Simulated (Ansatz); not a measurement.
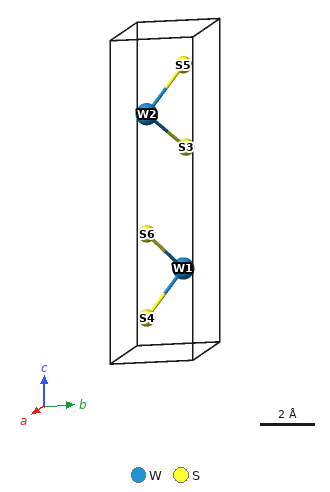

*The structure as given in the input (ball-and-stick view of the cell of the calculation, set on other vectors, seen slightly off an axis; atoms are numbered from 1 in the order of the input). An atom can appear more than once, as a periodic image.*

Near neighbours in the periodic cell (some may lie outside the picture): W has 6 S at 2.27 to 2.66 Å; S has 3 W at 2.27 to 2.66 Å.

# Single-point calculation, with input and output: WS$_{2}$

- system: WS$_{2}$ (6 atoms in the cell)
- method: DFT PBE, scalar-relativistic, plane waves, PAW, no spin polarisation (Ansatz 0.2.0)

The structure derives from an entry of the Crystallography Open Database. It belongs to a series of runs on one base structure; here: atom 3 (S) moved -0.300 A towards its neighbour atom 3 (S) at 3.180 A. Figures and captions count atoms from 1; the log counts them from 0 in places.

### The program's output
```
Engine: ansatz 0.2.0, x86_64-unknown-linux-gnu
Pseudopotentials: kind: paw
Pseudopotential: W, paw, valence charge 14, recommended cutoff 420 eV (normal), W.paw.azcp
Pseudopotential: S, paw, valence charge 6, recommended cutoff 420 eV (normal), S.paw.azcp
Functional definition: PBE
  parameter kappa = 0.804
  parameter beta = 0.06672455060314922
  exchange = pbe_x(kappa = kappa, mu = beta*pi^2/3)
  correlation = pbe_c(beta = beta)
Crystal: 6 atoms, lattice volume = 109.470 Å³
Basis set: ecut = 420 eV, 2129 PW (Γ), exchange–correlation on 48×48×180 points (8 copies of the dense FFT grid, shifted against one another)
Bands: 32, of which v1, the nominal top of the filled ones, is band 26 counted from 1 (25 counted from 0)
Symmetry: 1 space group operations
Space group: P1 (ITA 1), of the structure as read, at distance tolerance 4.8e-5 Å
k-points: 292 of 576 (time reversal used)
Non-local potential: W, projectors of the file, l = 0: 3, l = 1: 2, l = 2: 2, l = 3: 1
Non-local potential: S, projectors of the file, l = 0: 2, l = 1: 2, l = 2: 2
PAW form: soft (Blöchl's): semilocal exchange-correlation on the pseudo side does not see the compensation charge
PAW one-centre angular grid: W, 590 points (default); XC on 64 Gauss nodes
PAW one-centre angular grid: S, 110 points (default); XC on 64 Gauss nodes
Initial density: superposition of atomic densities (neutral atoms: chi_scale 0, normalization atom), corrected by the library's trained network
Initial wavefunctions: pseudopotential atomic-orbital guess
Functional: x = pbe(κ = 0.804, μ = 0.2195149727645171), c = pbe(β = 0.06672455060314922)
SCF iter   1: F=—  HF=-24382.277191 eV  |F-HF|=—  |Δ(HF+E_count)|=         —  Δρ=5.08e-3  dr2=2.26e-2  ethr=1.77e-3  ⟨swp⟩=6.1  Hψ=42905  notcnv=0
preconditioner: auto → Resta (q_TF=auto, 2.410 Å⁻¹)  ε∞=7.9  [insulator: Δε(μ)=0.922 eV  Ē_g=8.099 eV  σ=0.050 eV  W_gap=1.00  n_scr=26 (ndim 8)  ℏωp=21.3 eV  f_vac=0.014  D(μ)=0.00/eV (n_scr^D=0)  ε∞_Penn≈7.9]
SCF iter   2: F=—  HF=-24382.281961 eV  |F-HF|=—  |Δ(HF+E_count)|=   4.77e-3  Δρ=2.83e-3  dr2=3.20e-3  ethr=4.35e-5  ⟨swp⟩=2.0  Hψ=14793  notcnv=0  defer=26
SCF iter   3: F=—  HF=-24382.285551 eV  |F-HF|=—  |Δ(HF+E_count)|=   3.59e-3  Δρ=1.11e-3  dr2=8.11e-4  ethr=6.16e-6  ⟨swp⟩=2.4  Hψ=14384  notcnv=0  defer=26
SCF iter   4: F=—  HF=-24382.286177 eV  |F-HF|=—  |Δ(HF+E_count)|=   6.26e-4  Δρ=1.06e-4  dr2=3.96e-5  ethr=1.56e-6  ⟨swp⟩=2.0  Hψ=13019  notcnv=0  defer=26
SCF iter   5: F=—  HF=-24382.286221 eV  |F-HF|=—  |Δ(HF+E_count)|=   4.36e-5  Δρ=6.33e-5  dr2=1.67e-5  ethr=7.62e-8  ⟨swp⟩=2.0  Hψ=12733  notcnv=0  defer=140
SCF iter   6: F=—  HF=-24382.286218 eV  |F-HF|=—  |Δ(HF+E_count)|=   2.40e-6  Δρ=2.55e-5  dr2=2.41e-6  ethr=3.21e-8  ⟨swp⟩=2.0  Hψ=12077  notcnv=0  defer=194
SCF iter   7: F=—  HF=-24382.286218 eV  |F-HF|=—  |Δ(HF+E_count)|=   2.44e-7  Δρ=1.06e-5  dr2=3.10e-7  ethr=4.64e-9  ⟨swp⟩=2.0  Hψ=12398  notcnv=0  defer=220
SCF iter   8: F=-24382.286218 eV  HF=-24382.286218 eV  |F-HF|=6.98e-9  |Δ(HF+E_count)|=   2.63e-9  Δρ=3.16e-6  dr2=2.04e-8  ethr=1.92e-10  ⟨swp⟩=14.3  Hψ=70611  notcnv=0
SCF 1 converged in 8 iterations: F = -24382.286218 eV  dr2 = 2.04e-8
  greatest PAW one-centre occupation: 1.000 electrons in one spin orbital (limit 2), on the W atom at site 0 (counted from 0), in its partial waves of l = 0
```

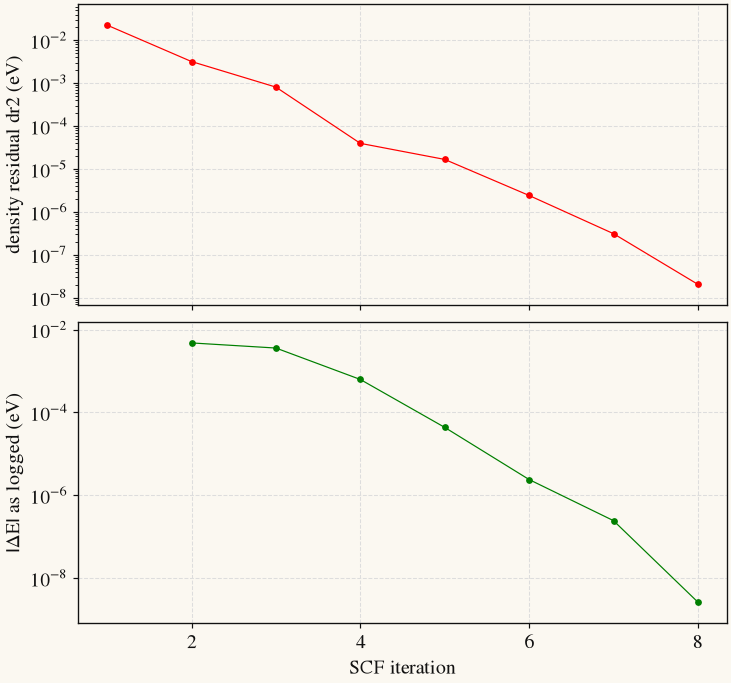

*Convergence of the self-consistent field: density residual dr2 and size of the energy change against the SCF iteration.*

The residual falls at every step.

```
SCF converged after 8 iterations
Free energy (F): -24382.286218 eV
Harris-Foulkes:  -24382.286218 eV  (|F-HF|=6.98e-9)
Internal energy: -24382.286218 eV  (E = F + TS)
E sigma→0 (E₀):  -24382.286218 eV
Fermi energy:    11.585474 eV
--- Per-component energies (eV) ---
  E_band       = -391.394138
  E_kinetic    = 1326.525303
  E_local      = -3465.596844  (includes V_loc(G=0)·N_el)
  E_nonlocal   = 114.677566
  E_hartree    = 1365.015088
  E_xc         = -922.127303
  E_vxc        = -827.209537  (∫ρ·V_xc dr)
  E_paw        = -19525.879085  (= ΣΔE_a)
  E_vpaw       = -269.822665  (= ΣTr[D̂ρ^β])
  E_aug_tail   = -0.000108  (compensation charges beyond the density's cutoff)
  E_ewald      = -3274.900835
  E_smearing   = -0.000000  (= −TS)
  E_closure    = 0.000000  (closes the sum)
  Σ components = -24382.286218   (vs F -24382.286218, Δ=0.00e0)
--- Forces (eV/Å), atoms counted from 1 ---
  atom   1  W      0.00483264     0.01285892     0.00251836
  atom   2  W      1.00952778     2.46940563     0.91708100
  atom   3  S     -0.88513464    -2.48312427     0.09569381
  atom   4  S     -0.00186449    -0.00508249     1.05639980
  atom   5  S     -0.13402796    -0.01107235    -1.01083548
  atom   6  S      0.00666611     0.01701210    -1.06082292
  max |Σ_I F_I| component: 3.46e-5 eV/Å
--- Stress (GPa, compression-positive) ---
       -2.151613      -0.567205       1.695015
       -0.567205      -0.342364       5.653728
        1.695015       5.653728      -4.559859
  P = ⅓ Tr σ = -2.3513 GPa (-23.513 kbar)
--- Band table (eV; the first three rows and the last of 292) ---
  k-point 0: bands = ["-63.3579", "-63.3373", "-27.6244", "-27.6156", "-27.4477", "-27.4473", "-27.4464", "-27.4253", "-4.0612", "-3.8065", "-2.7344", "-2.2873", "3.8356", "4.8960", "7.2815", "8.0205", "8.1118", "8.1128", "8.2699", "8.6492", "9.2679", "9.2690", "9.6799", "9.8382", "10.1362", "11.1190", "12.5279", "13.0816", "13.4868", "13.4979", "13.4999", "13.5190"]
  k-point 1: bands = ["-63.3579", "-63.3373", "-27.6244", "-27.6156", "-27.4477", "-27.4474", "-27.4464", "-27.4253", "-4.0313", "-3.8541", "-2.6602", "-2.3471", "3.9585", "4.6878", "7.5335", "8.0322", "8.1119", "8.1128", "8.2747", "8.6463", "9.1506", "9.2684", "9.2706", "9.9218", "10.4679", "11.0538", "12.5275", "13.0879", "13.4918", "13.4955", "13.4997", "13.5118"]
  k-point 2: bands = ["-63.3579", "-63.3373", "-27.6244", "-27.6156", "-27.4477", "-27.4474", "-27.4464", "-27.4253", "-3.9552", "-3.9469", "-2.4984", "-2.4957", "4.2840", "4.2883", "7.8282", "8.1011", "8.1124", "8.1137", "8.3221", "8.5743", "8.7268", "9.2685", "9.2689", "9.9277", "10.7920", "10.8858", "12.5270", "13.0945", "13.4901", "13.4970", "13.4996", "13.5073"]
  k-point 291: bands = ["-63.3414", "-63.3206", "-27.7710", "-27.7634", "-27.5635", "-27.5569", "-27.5246", "-27.5124", "-1.8524", "-1.8301", "-1.6640", "-1.6323", "4.2729", "4.2884", "5.4327", "5.4487", "6.3276", "6.4016", "7.4737", "7.5186", "8.3373", "8.3654", "9.1155", "9.5314", "9.6920", "10.3118", "13.3969", "13.5560", "13.7636", "13.9008", "14.0490", "14.5286"]
```

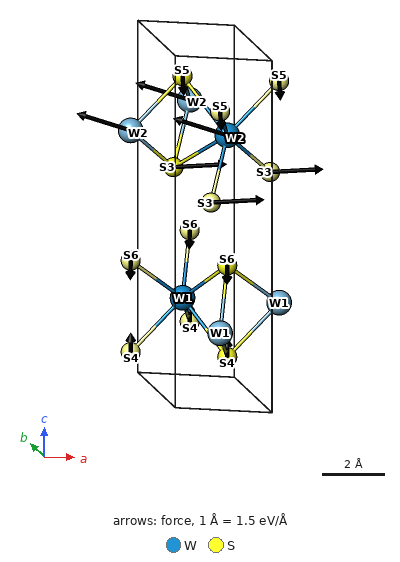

*Forces on the atoms as black arrows (ball-and-stick view of the cell of the calculation, set on other vectors, seen at an oblique angle; neighbours outside the cell are drawn fainter; atoms are numbered from 1 in the order of the input); the smallest are left out.*

The largest act on W2 (2.82 eV/Å); S3 (2.64 eV/Å); S4, S6 (1.06 eV/Å); S5 (1.02 eV/Å). The geometry is not a stationary point of this energy.

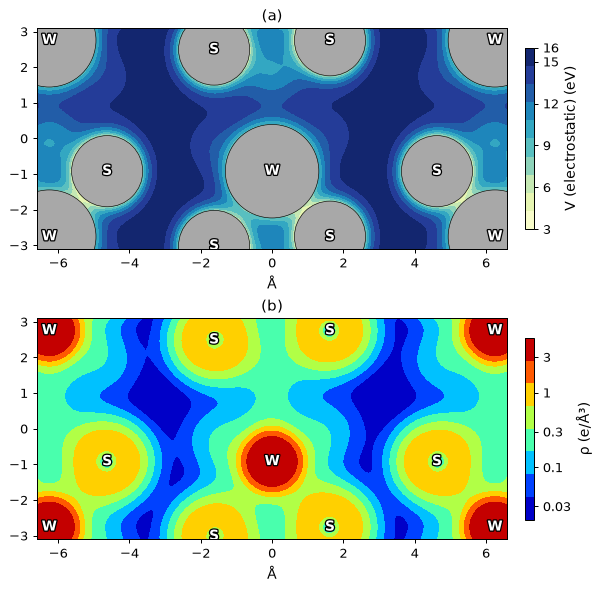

*(a) electrostatic potential (local pseudopotential plus Hartree) felt by an electron; (b) valence pseudo-density on the (110) plane of the conventional cell. Grey discs, where drawn, cover atomic cores.*

The section cuts through W and S sites. W–S (2.45 Å): the density is about 0.58 e/Å³ at the midpoint. Away from the nuclei the density in this plane falls to 0.01 e/Å³ at its lowest. Outside the cores the potential energy rises away from the atoms and is highest about 2.3 Å from the nearest atoms; outside the discs it spans about 12 eV, and its zero is arbitrary. The fields are those of the smooth PAW valence density.

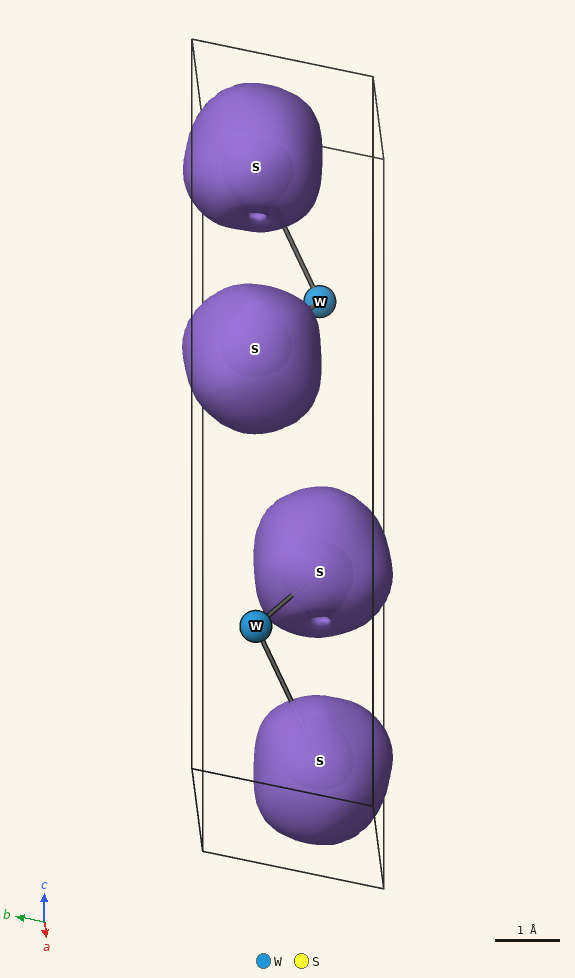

*Isosurface of the ELF at 0.7 (purple), seen at an oblique angle. Core shells and regions of very low density are left out. Sticks mark near contacts. The outline is the cell set on symmetry axes.*

Profiles from the grid: W–S (2.27 Å): the ELF is about 0.50 at the midpoint. W–S (2.45 Å): the ELF is about 0.50 at the midpoint.

The run was set up as follows.

### Input file
```yaml
crystal:
  lattice:
    - [3.1799996605, 0.0, 0.0]
    - [-1.5899998303, 2.75396049, 0.0]
    - [0.0, 0.0, 12.5]
  atoms:
    - { symbol: W, position: [0.3333333333, 0.6666666667, 0.25] }
    - { symbol: W, position: [0.6666666667, 0.3333333333, 0.75] }
    - { symbol: S, position: [0.427672966, 0.7610062994, 0.62] }
    - { symbol: S, position: [0.6666666667, 0.3333333333, 0.12] }
    - { symbol: S, position: [0.3333333333, 0.6666666667, 0.88] }
    - { symbol: S, position: [0.6666666667, 0.3333333333, 0.38] }
basis:
  ecutwfc: 420
kpoints:
  mp_grid: { grid: [12, 12, 4] }
hamiltonian:
  xc: pbe
scf:
  occupations: { method: gaussian, width: 0.05 }
output:
  forces: true
  stress: true
  eigenvalues: true
  write_density: true
  write_potential: true
  elf: true
  volumetric_format: npy
```

Launch command:
```bash
ansatz run input.yaml --threads 2 --pin off --max-ram 5120MiB --backend cpu --events-out ev --progress --plain --runs-dir out
```

### Key numbers

- outcome: converged
- space group (tolerance 0.01 Å): P1 (1)
- electrons treated: 52
- free energy: −24382.2862 eV
- Fermi energy: 11.585 eV
- gap on the k-point mesh: 0.93 eV
- pressure: −2.35 GPa
- largest force (length of the vector): 2.821 eV/Å
- hardware: 2 threads of Intel Xeon @ 2.50GHz (Skylake/Cascade Lake), 192 GiB of memory available, shared host
- wall time: 69 s (CPU time 2.3 min)
- peak memory: 0.97 GiB

### Remarks

Spin–orbit coupling is left out, which matters for W.
